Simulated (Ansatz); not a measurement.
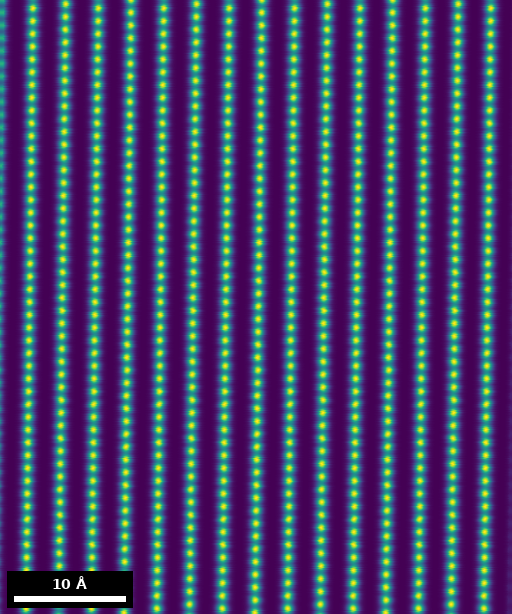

Z-contrast image of a crystal. The image is simulated as a sum over atoms of Z^1.7, blurred by a 0.78 Å probe (no channelling). The probe carries 25 % of its weight in a tail 2.5 times as wide. A slight drift was added.

Question: Give the net of the columns and its spacings.

Answer: The pattern repeats on a rectangular net of 1.1 × 11.8 Å.

Question: Which plane group does this projection have?

Answer: p2mg: mirror lines in one direction, glide lines across them, twofold points on the glide lines.

Question: How many columns does the smallest repeating cell hold, and how many levels of brightness?

Answer: 4 columns in the primitive cell of 13.5 Å², all of one brightness.

The crystal is Bi (P6_3/mmc, No. 194) seen along [310]. Model: coordinates from a relaxation with DFT, r2SCAN, plane waves (500 eV) with PAW, scalar-relativistic in Ansatz; the starting structure was generated, so it need not be a known form of this composition.
